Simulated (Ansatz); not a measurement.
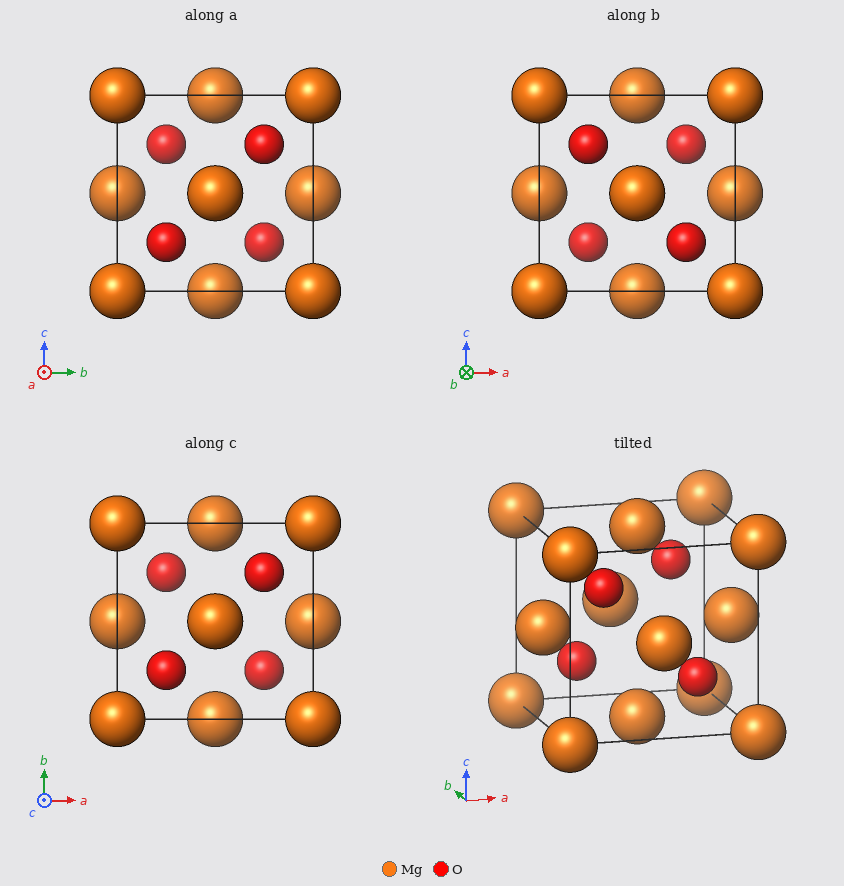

We look at a spheres-only model of the crystal along the a axis, along the b axis, along the c axis and slightly off an axis. The lines enclose the conventional unit cell; boundary atoms appear with their images.

Lattice parameters: a = 4.5868 Å, b = 4.5868 Å, c = 4.5868 Å, α = 90.000°, β = 90.000°, γ = 90.000°.

**Put the structure into a CIF in P1 with every atom of the cell.**

```cif
data_structure
_symmetry_space_group_name_H-M 'P 1'
_symmetry_Int_Tables_number 1
_cell_length_a 4.5868
_cell_length_b 4.5868
_cell_length_c 4.5868
_cell_angle_alpha 90.000
_cell_angle_beta 90.000
_cell_angle_gamma 90.000
_cell_volume 96.50
loop_
_atom_site_label
_atom_site_type_symbol
_atom_site_fract_x
_atom_site_fract_y
_atom_site_fract_z
_atom_site_occupancy
Mg1 Mg 0.0000 0.0000 0.0000 1
O1 O 0.2500 0.2500 0.7500 1
Mg2 Mg 0.0000 0.5000 0.5000 1
O2 O 0.2500 0.7500 0.2500 1
Mg3 Mg 0.5000 0.0000 0.5000 1
O3 O 0.7500 0.2500 0.2500 1
Mg4 Mg 0.5000 0.5000 0.0000 1
O4 O 0.7500 0.7500 0.7500 1
```

Its origin is a structure type filled with these elements by a generator (whether the compound takes this form wasn't checked). Earlier steps of the study may have refined or changed the cell and positions. It was run through Ansatz as a DFT input.
